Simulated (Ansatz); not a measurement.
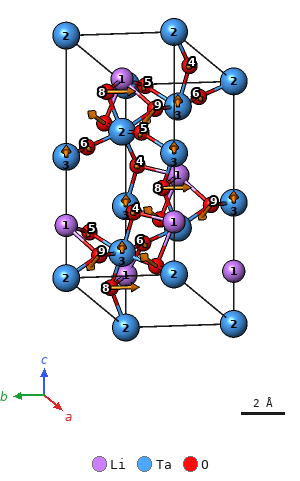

A relaxation of a crystal of LiTa2O6 (set up in R3). The starting structure is drawn; orange arrows show the displacements (the part carried along by the change of the cell is left out), 5 times their true length.

Style: ball-and-stick. Shown: the conventional cell (3 times the calculation's cell), from a free direction. Lengths and directions refer to the drawn axes.

Case: 1 of 2 Li taken out, relaxed.

The calculation used DFT r2SCAN, scalar-relativistic, plane waves, PAW in Ansatz. Settings: plane-wave cutoff 500 eV; k-point mesh 6 × 6 × 6; occupations gaussian; smearing width 0.1 eV; no spin polarisation; cell and atoms relaxed; force threshold 0.025 eV/Å; at most 70 steps.

Q: Which element moves most?

A: Oxygen: up to 0.28 Å, against 0.14 Å for tantalum.

Q: What did the optimiser do to the structure, and how much energy did it gain?

A: The largest moves relative to the cell, 0.28 Å, are those of O atoms. By element the largest moves are O 0.28 Å, Ta 0.14 Å, Li 0.01 Å. Cell: a = b 5.137 → 5.223 Å (+1.7 %), c 13.799 → 13.881 Å (+0.6 %). Volume +4.0 %. Some distances before and after: O–Ta 2.071 → 2.007 Å, O–Ta 1.912 → 1.940 Å, Li–O 2.036 → 2.056 Å, Li–O 2.277 → 2.262 Å. Bond angles that change, for instance: Ta–O–Ta 140.8° → 157.6°, O–Ta–O 89.0° → 96.8°, O–Ta–O 82.3° → 89.7°. The space group stays R3 (No. 146). Over 7 accepted moves (10 points after the start) the energy falls by 34.7 meV per atom. The largest force component goes from 0.69 to 0.0052 eV/Å. The pressure goes from −1.75 to 0.00 GPa. The line search rejected the trial steps at points 3, 6 of the run. The SCF was repeated once at an unchanged geometry on a basis and grid sized afresh for the cell, which shifted the energy by 0.2 meV per atom at most. Cost: 4.4 min on 2 threads of Arm Neoverse V1 (shared host), peak memory 0.81 GiB.

Limits of the set-up: an odd number of electrons was run without spin polarisation, which fails if the electron would localise.
